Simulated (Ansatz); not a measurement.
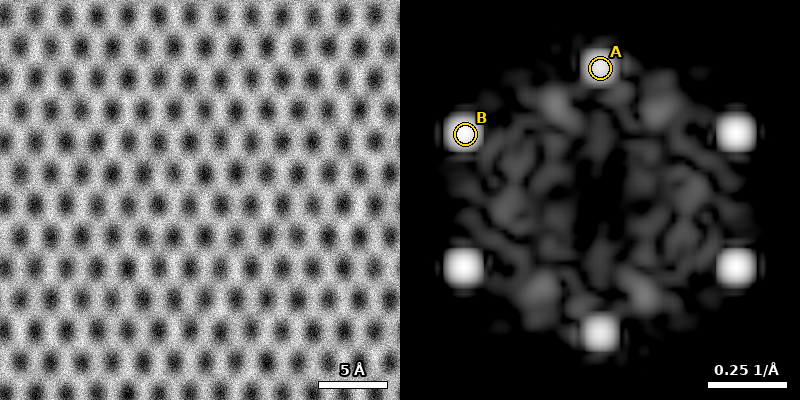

Phase-contrast TEM-like image of Rh (P6_3/mmc, No. 194) along [101]. Simulated in the weak-phase-object approximation with neutral-atom potentials: 80 kV, Cs = 40 µm, defocus −155 Å (negative is underfocus), defocus spread 8 Å, aperture 0.65 1/Å. Shot noise and the speckle of an amorphous layer were added. Structure used: coordinates from a relaxation at fixed volume with Ansatz 0.2.0, DFT r2SCAN, scalar-relativistic, plane waves, PAW; the starting structure was generated, so it need not be a known form of this composition.

The right panel is the modulus of the image's Fourier transform on a logarithmic scale.

a = 2.727 Å, b = 2.727 Å, c = 4.378 Å, α = 90.00°, β = 90.00°, γ = 120.00°

Question: Index the marked spots and give their plane spacings (the zone axis points at the viewer; indices equivalent by symmetry, or all signs reversed, are as good).

Answer: A: (010), d = 2.36 Å; B: (-1 1 1), d = 2.08 Å. A and B enclose 64°, and every spot obeys the zone law hu + kv + lw = 0 for [101].
